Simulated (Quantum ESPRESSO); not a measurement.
# Energy of NbAs along an even scaling of the cell

System: NbAs (I4₁md, 4 atoms in the cell).
Method: Kohn-Sham DFT of a periodic cell, PBE, SSSP 1.3 efficiency PBE, no spin polarisation (Quantum ESPRESSO 7.5).

The 7 runs differ only in the geometry, by an even scaling of the cell at fixed fractional positions. The structure derives from an entry of the Crystallography Open Database.

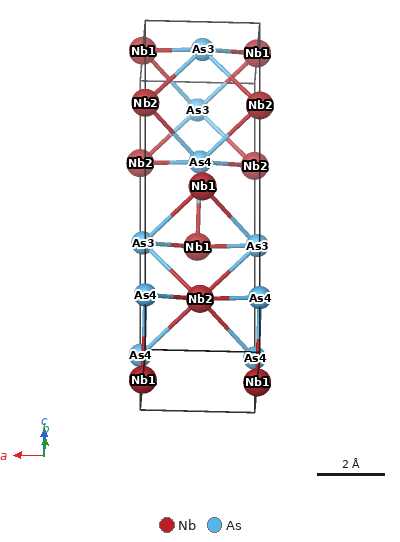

Figure 1. The structure of run 4 (ball-and-stick view of the cell 2 times as large as that of the calculation, set on its symmetry axes, seen at an oblique angle; atoms are numbered from 1 in the order of the input).

## Input of run 4
```
&CONTROL
  calculation = 'scf'
  prefix = 'pwscf'
  outdir = './tmp'
  pseudo_dir = './pseudo'
  tstress = .true.
  disk_io = 'nowf'
/
&SYSTEM
  ibrav = 0
  nat = 4
  ntyp = 2
  ecutwfc = 55
  ecutrho = 440
  nbnd = 26
  occupations = 'smearing'
  smearing = 'fd'
  degauss = 0.00367493
/
&ELECTRONS
  conv_thr = 8d-10
  electron_maxstep = 120
  mixing_beta = 0.5
/
ATOMIC_SPECIES
Nb    92.9064 Nb.pbe-spn-kjpaw_psl.0.3.0.UPF
As    74.9216 As.pbe-n-rrkjus_psl.0.2.UPF
CELL_PARAMETERS angstrom
  -1.7258500000    1.7258500000    5.8400000000
   1.7258500000   -1.7258500000    5.8400000000
   1.7258500000    1.7258500000   -5.8400000000
ATOMIC_POSITIONS crystal
Nb     0.5000000000    0.0000000000    0.5000000000
Nb     0.7500000000    0.7500000000    0.0000000000
As     0.9160000000    0.4160000000    0.5000000000
As     0.1660000000    0.1660000000    0.0000000000
K_POINTS automatic
11 11 11 0 0 0
```

Command:
```bash
OMP_NUM_THREADS=1 mpirun -n 2 pw.x -nk 2 -in pw.in > pw.out
```

Run 2 differs from it as follows:
```diff
-  -1.7258500000    1.7258500000    5.8400000000
-   1.7258500000   -1.7258500000    5.8400000000
-   1.7258500000    1.7258500000   -5.8400000000
+  -1.7025248434    1.7025248434    5.7610714056
+   1.7025248434   -1.7025248434    5.7610714056
+   1.7025248434    1.7025248434   -5.7610714056
```

## Results, with one run withheld

```csv
run,volume per atom (Å³),"free energy per atom, from the lowest run given (meV)",pressure (GPa),gap on the mesh (eV)
1,16.351,69.58,16.56,0.03
2,16.699,?,?,?
3,17.047,17.20,7.57,0.03
4,17.395,4.66,3.75,0.03
5,17.743,0.00,0.32,0.00
6,18.091,2.42,−2.77,0.00
7,18.438,11.19,−5.54,0.00
```

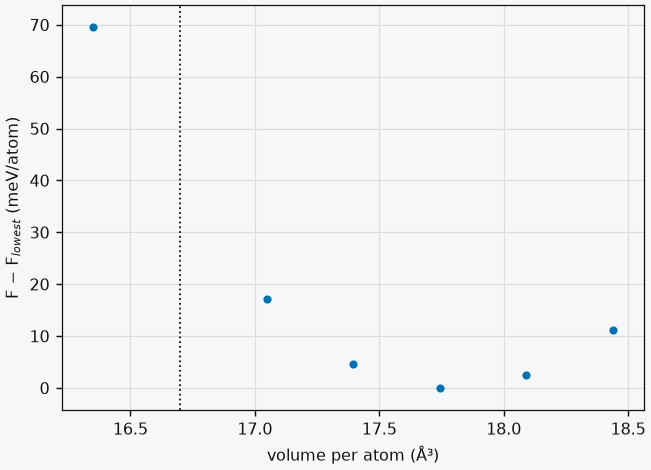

Figure 2. Free energy per atom of the runs given; the dotted line marks run 2.

Fit the runs given and predict run 2.

A cubic polynomial in V^(−2/3) (the Birch–Murnaghan form), fitted to the 6 runs given, misses them by under 0.01 meV per atom. With x = V^(−2/3) − 0.14842 Å⁻², it reads F = 2.6608 + 3234.8 x + 9.5947e+05 x² + 1.3437e+06 x³ (meV per atom). At run 2 it gives 38.51 meV per atom, and the run itself gives 38.51. The slope of the fit gives a pressure −dF/dV of 11.98 GPa there, and the run prints 11.82 GPa. The two needn't agree exactly: the fit is approximate, and the printed stress is taken on a finite basis. The fit has its minimum at 17.792 Å³ per atom, where V d²F/dV² gives 164 GPa. Cell shape and fractional positions are held, so this is the stiffness under even scaling; the relaxed bulk modulus wasn't computed. The gap on the mesh lies between 0.00 eV (run 5) and 0.03 eV (run 1); run 2 has 0.03 eV. These are gaps of this functional on this mesh, which can miss the band edges; they aren't the measured gap.

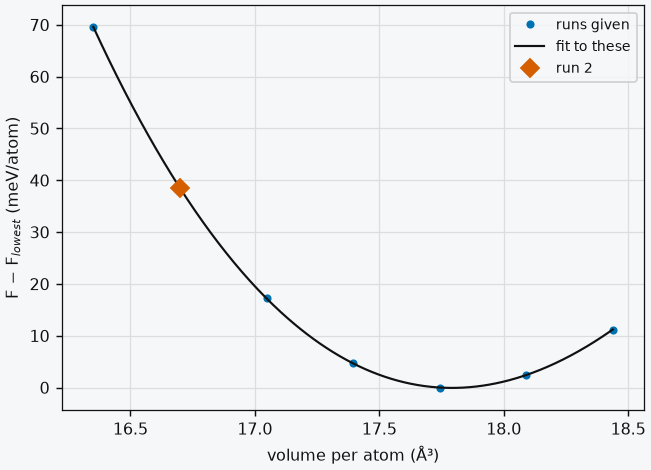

Figure 3. The fit and the withheld run.

## Some lines of the output (run 2)
```
[...]
     unit-cell volume          =     450.7614 (a.u.)^3
     number of k points=   126  Fermi-Dirac smearing, width (Ry)=  0.0037
     total energy              =    -704.98716042 Ry
     total energy              =    -705.09911724 Ry
     total energy              =    -705.12191587 Ry
     total energy              =    -705.12244429 Ry
     total energy              =    -705.12248629 Ry
     total energy              =    -705.12248791 Ry
     total energy              =    -705.12248807 Ry
     the Fermi energy is    15.1895 ev
!    total energy              =    -705.12248807 Ry
     The total energy is F=E-TS. E is the sum of the following terms:
     Computing stress (Cartesian axis) and pressure
          total   stress  (Ry/bohr**3)                   (kbar)     P=      118.23
```
